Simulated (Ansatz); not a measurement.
## AlN: geometry relaxation (part 1 of 2)

System: AlN (F-43m, 2 atoms in the cell).
Method: DFT, PBE, plane waves, PAW, no spin polarisation (Ansatz 0.2.0).

The structure derives from a Materials Project entry.

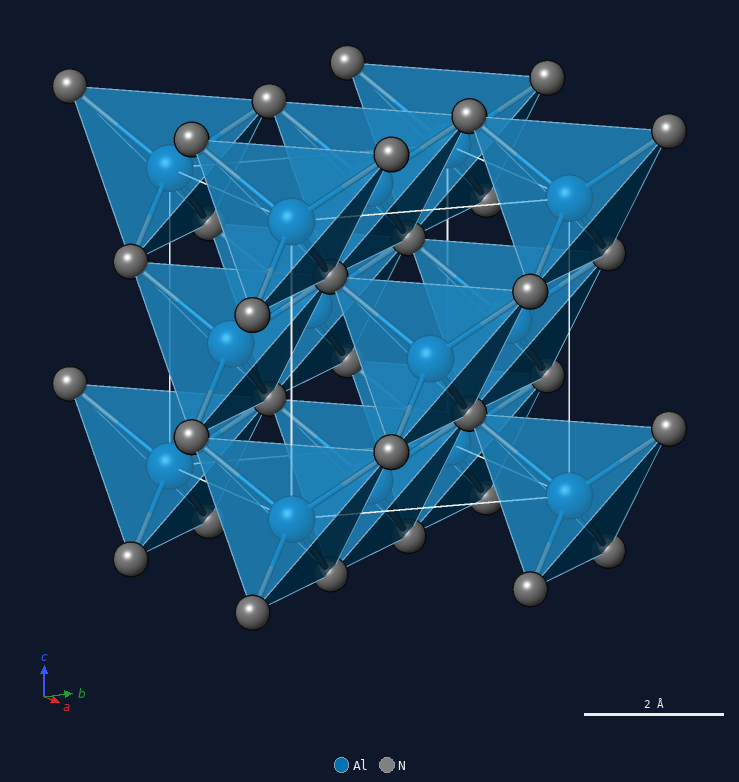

The input geometry (polyhedral view of the cell 4 times as large as that of the calculation, set on its symmetry axes, seen slightly off an axis; polyhedra are completed across the faces of the cell).

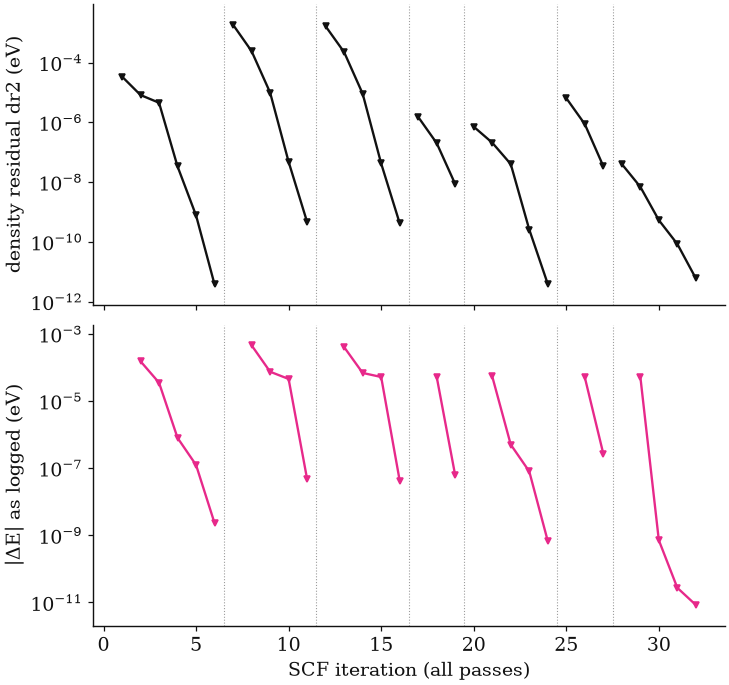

Convergence of the self-consistent field: density residual dr2 and size of the energy change against the SCF iteration. The dotted lines part the SCF passes of the relaxation: geometry steps, rejected trials and re-solves on a re-selected basis. The 7 passes take 3 to 6 iterations each, 32 in all.

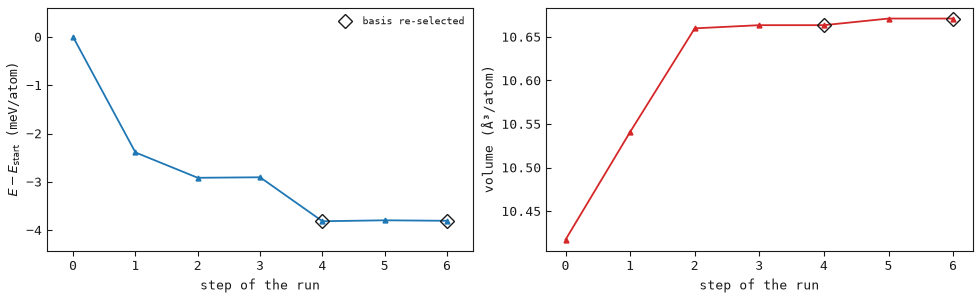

Progress of the relaxation, step by step (the first geometry is step 0 here and step 1 in the log).

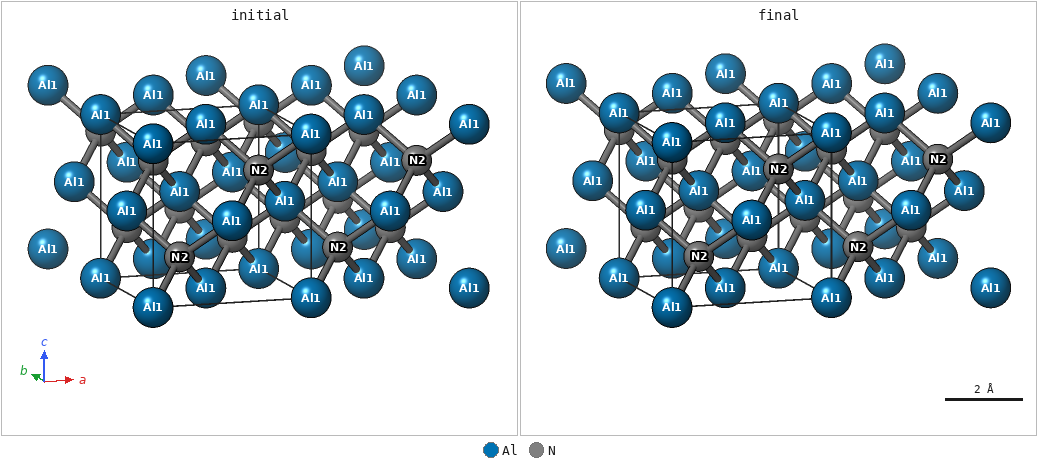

Before (left) and after (right) the relaxation, at one scale (ball-and-stick view of the cell 4 times as large as that of the calculation, set on its symmetry axes, repeated 2 × 2 × 1, seen slightly off an axis). No atom moves by more than 0.005 Å relative to the cell. The volume changes by +2.4 %, with a = b = c 4.368 → 4.403 Å (+0.8 %). Among the contacts that change: Al1–N2 1.891 → 1.907 Å. The space group stays F-43m (No. 216). Over 4 geometry steps the energy falls by 3.8 meV per atom. All forces vanish by symmetry, so only the cell relaxes. The pressure goes from 4.86 to 0.00 GPa. 1 further SCF at an unchanged geometry re-selected the plane-wave basis for the new cell. The energy change given includes the shifts at the re-selections in mid-walk, which come without any move. A last SCF at the same geometry on a re-selected plane-wave basis shifts the energy by next to nothing (0.0 meV per atom). (Atoms are counted from 1 in the order of the input.)

These pictures come from the run below.

## Input file
```yaml
crystal:
  lattice:
    - [0.0, 2.1839935596, 2.1839935596]
    - [2.1839935596, 0.0, 2.1839935596]
    - [2.1839935596, 2.1839935596, 0.0]
  atoms:
    - { symbol: Al, position: [0.0, 0.0, 0.0] }
    - { symbol: "N", position: [0.75, 0.75, 0.75] }
kpoints:
  mp_grid: { grid: [10, 10, 10] }
hamiltonian:
  xc: pbe
scf:
  occupations: { method: fermi_dirac, width: 0.02 }
relax:
  f_tol: 0.005
  cell: {}
```

Launch command:
```bash
ansatz run input.yaml --threads 2 --pin off --max-ram 2211MiB --backend cpu --events-out ev --progress --plain --runs-dir out
```

## The program's output
```
Engine: ansatz 0.2.0, x86_64-unknown-linux-gnu
Pseudopotentials: kind: paw
Pseudopotential: Al, paw, valence charge 3, recommended cutoff 420 eV (normal), Al.paw.azcp
Pseudopotential: N, paw, valence charge 5, recommended cutoff 420 eV (normal), N.paw.azcp
Functional definition: PBE
  parameter kappa = 0.804
  parameter beta = 0.06672455060314922
  exchange = pbe_x(kappa = kappa, mu = beta*pi^2/3)
  correlation = pbe_c(beta = beta)
Crystal: 2 atoms, lattice volume = 20.835 Å³
Basis set: ecut = 420 eV, 411 PW (Γ), exchange–correlation on 48×48×48 points (8 copies of the dense FFT grid, shifted against one another)
Bands: 8, of which v1, the nominal top of the filled ones, is band 4 counted from 1 (3 counted from 0)
Symmetry: 24 space group operations
Space group: F-43m (ITA 216), of the structure as read, at distance tolerance 2.8e-5 Å
k-points: 47 of 1000 (time reversal used)
Non-local potential: Al, projectors of the file, l = 0: 2, l = 1: 2, l = 2: 1
Non-local potential: N, projectors of the file, l = 0: 2, l = 1: 2, l = 2: 1
PAW form: soft (Blöchl's): semilocal exchange-correlation on the pseudo side does not see the compensation charge
PAW one-centre angular grid: Al, 110 points (default); XC on 64 Gauss nodes
PAW one-centre angular grid: N, 110 points (default); XC on 64 Gauss nodes
Initial density: superposition of atomic densities (neutral atoms: chi_scale 0, normalization atom), corrected by the library's trained network
Initial wavefunctions: pseudopotential atomic-orbital guess
Functional: x = pbe(κ = 0.804, μ = 0.2195149727645171), c = pbe(β = 0.06672455060314922)
SCF iter   1: F=—  HF=-924.203291 eV  |F-HF|=—  |Δ(HF+E_count)|=         —  Δρ=7.22e-4  dr2=3.39e-5  ethr=1.77e-3  ⟨swp⟩=4.9  Hψ=2763  notcnv=0
preconditioner: auto → none  [insulator: Δε(μ)=3.327 eV  Ē_g=15.405 eV  σ=0.020 eV  W_gap=1.00  n_scr=0 (ndim 8)  ℏωp=23.0 eV  f_vac=0.000  D(μ)=0.00/eV (n_scr^D=0)  ε∞_Penn≈3.2]
SCF iter   2: F=—  HF=-924.203445 eV  |F-HF|=—  |Δ(HF+E_count)|=   1.54e-4  Δρ=3.46e-4  dr2=8.18e-6  ethr=4.24e-7  ⟨swp⟩=2.5  Hψ=963  notcnv=0
SCF iter   3: F=—  HF=-924.203480 eV  |F-HF|=—  |Δ(HF+E_count)|=   3.54e-5  Δρ=1.78e-4  dr2=4.51e-6  ethr=1.02e-7  ⟨swp⟩=2.0  Hψ=564  notcnv=0
iter 4 did not close the SCF: its close was put off for the readings that it lacked (scf_convergence_deferred on its scf_iter line)
SCF iter   4: F=-924.203481 eV  HF=-924.203481 eV  |F-HF|=1.18e-7  |Δ(HF+E_count)|=   8.03e-7  Δρ=2.27e-5  dr2=3.34e-8  ethr=5.63e-8  ⟨swp⟩=2.6  Hψ=549  notcnv=0
iter 5 did not close the SCF: its close was put off for the readings that it lacked (scf_convergence_deferred on its scf_iter line)
SCF iter   5: F=-924.203481 eV  HF=-924.203481 eV  |F-HF|=2.08e-9  |Δ(HF+E_count)|=   1.25e-7  Δρ=3.62e-6  dr2=7.67e-10  ethr=4.17e-10  ⟨swp⟩=2.0  Hψ=539  notcnv=0
SCF iter   6: F=-924.203481 eV  HF=-924.203481 eV  |F-HF|=3.07e-12  |Δ(HF+E_count)|=   2.31e-9  Δρ=1.98e-7  dr2=3.76e-12  ethr=9.58e-12  ⟨swp⟩=1.0  Hψ=1126  notcnv=0
SCF 1 converged in 6 iterations: F = -924.203481 eV  dr2 = 3.76e-12
  greatest PAW one-centre occupation: 0.788 electrons in one spin orbital (limit 2), on the N atom at site 1 (counted from 0), in its partial waves of l = 0
relax step   1: F+E_penalty+E_count = -924.20348130 eV  Δ(F+E_penalty+E_count) = +0.000e0 eV  max|allowed force component| = 2.128e-16 eV/Å  Δτ_max = 0.0000 Å  P = +4.864 GPa  Ω = 20.835 Å³  (6 SCF iters, dr2 threshold 1.00e-7 eV, accepted)
Crystal: 2 atoms, lattice volume = 21.082 Å³
Initial density: handed on by an earlier stage of this run
Initial wavefunctions: those handed on with the density
iter 1 solved again at ethr=2.27e-5 eV; its pass at ethr=3.10e-3 eV (dr2=1.82e-3 eV) is discarded
SCF iter   1: F=—  HF=-924.208753 eV  |F-HF|=—  |Δ(HF+E_count)|=         —  Δρ=2.75e-3  dr2=1.83e-3  ethr=2.27e-5  ⟨swp⟩=1.0  Hψ=3135  notcnv=0
preconditioner: auto → none  [insulator: Δε(μ)=3.281 eV  Ē_g=15.272 eV  σ=0.020 eV  W_gap=1.00  n_scr=0 (ndim 8)  ℏωp=22.9 eV  f_vac=0.000  D(μ)=0.00/eV (n_scr^D=0)  ε∞_Penn≈3.2]
SCF iter   2: F=—  HF=-924.208292 eV  |F-HF|=—  |Δ(HF+E_count)|=   4.61e-4  Δρ=1.28e-3  dr2=2.40e-4  ethr=2.27e-5  ⟨swp⟩=2.2  Hψ=717  notcnv=0
SCF iter   3: F=—  HF=-924.208217 eV  |F-HF|=—  |Δ(HF+E_count)|=   7.52e-5  Δρ=2.58e-4  dr2=9.89e-6  ethr=2.99e-6  ⟨swp⟩=2.6  Hψ=543  notcnv=0
SCF iter   4: F=—  HF=-924.208263 eV  |F-HF|=—  |Δ(HF+E_count)|=   4.58e-5  Δρ=2.17e-5  dr2=4.78e-8  ethr=2.50e-9  ⟨swp⟩=3.0  Hψ=1428  notcnv=0
SCF iter   5: F=-924.208263 eV  HF=-924.208263 eV  |F-HF|=7.37e-10  |Δ(HF+E_count)|=   4.72e-8  Δρ=1.96e-6  dr2=4.61e-10  ethr=5.97e-10  ⟨swp⟩=1.4  Hψ=1190  notcnv=0
SCF 2 converged in 5 iterations: F = -924.208263 eV  dr2 = 4.61e-10
relax step   2: F+E_penalty+E_count = -924.20826302 eV  Δ(F+E_penalty+E_count) = -4.782e-3 eV  max|allowed force component| = 3.701e-17 eV/Å  Δτ_max = 0.0000 Å  P = +2.356 GPa  Ω = 21.082 Å³  energy of the carried Pulay correction = -7.731e-4 eV  (5 SCF iters, dr2 threshold 2.00e-7 eV, accepted)
Crystal: 2 atoms, lattice volume = 21.320 Å³
iter 1 solved again at ethr=2.02e-5 eV; its pass at ethr=3.10e-3 eV (dr2=1.62e-3 eV) is discarded
SCF iter   1: F=—  HF=-924.209736 eV  |F-HF|=—  |Δ(HF+E_count)|=         —  Δρ=2.57e-3  dr2=1.63e-3  ethr=2.02e-5  ⟨swp⟩=1.0  Hψ=3133  notcnv=0
preconditioner: auto → none  [insulator: Δε(μ)=3.277 eV  Ē_g=15.164 eV  σ=0.020 eV  W_gap=1.00  n_scr=0 (ndim 8)  ℏωp=22.7 eV  f_vac=0.000  D(μ)=0.00/eV (n_scr^D=0)  ε∞_Penn≈3.2]
SCF iter   2: F=—  HF=-924.209330 eV  |F-HF|=—  |Δ(HF+E_count)|=   4.06e-4  Δρ=1.22e-3  dr2=2.22e-4  ethr=2.02e-5  ⟨swp⟩=2.2  Hψ=714  notcnv=0
SCF iter   3: F=—  HF=-924.209261 eV  |F-HF|=—  |Δ(HF+E_count)|=   6.92e-5  Δρ=2.44e-4  dr2=9.06e-6  ethr=2.78e-6  ⟨swp⟩=2.6  Hψ=544  notcnv=0
SCF iter   4: F=—  HF=-924.209314 eV  |F-HF|=—  |Δ(HF+E_count)|=   5.24e-5  Δρ=2.02e-5  dr2=4.19e-8  ethr=2.50e-9  ⟨swp⟩=3.0  Hψ=1415  notcnv=0
SCF iter   5: F=-924.209314 eV  HF=-924.209314 eV  |F-HF|=6.99e-10  |Δ(HF+E_count)|=   4.30e-8  Δρ=1.86e-6  dr2=4.21e-10  ethr=5.24e-10  ⟨swp⟩=1.4  Hψ=1182  notcnv=0
SCF 3 converged in 5 iterations: F = -924.209314 eV  dr2 = 4.21e-10
  greatest PAW one-centre occupation: 0.787 electrons in one spin orbital (limit 2), on the N atom at site 1 (counted from 0), in its partial waves of l = 0
relax step   3: F+E_penalty+E_count = -924.20931361 eV  Δ(F+E_penalty+E_count) = -1.051e-3 eV  max|allowed force component| = 1.492e-16 eV/Å  Δτ_max = 0.0000 Å  P = +0.070 GPa  Ω = 21.320 Å³  energy of the carried Pulay correction = -1.508e-3 eV  (5 SCF iters, dr2 threshold 2.00e-7 eV, accepted)
Crystal: 2 atoms, lattice volume = 21.327 Å³
iter 1 solved again at ethr=1.87e-8 eV; its pass at ethr=3.10e-3 eV (dr2=1.50e-6 eV) is discarded
```
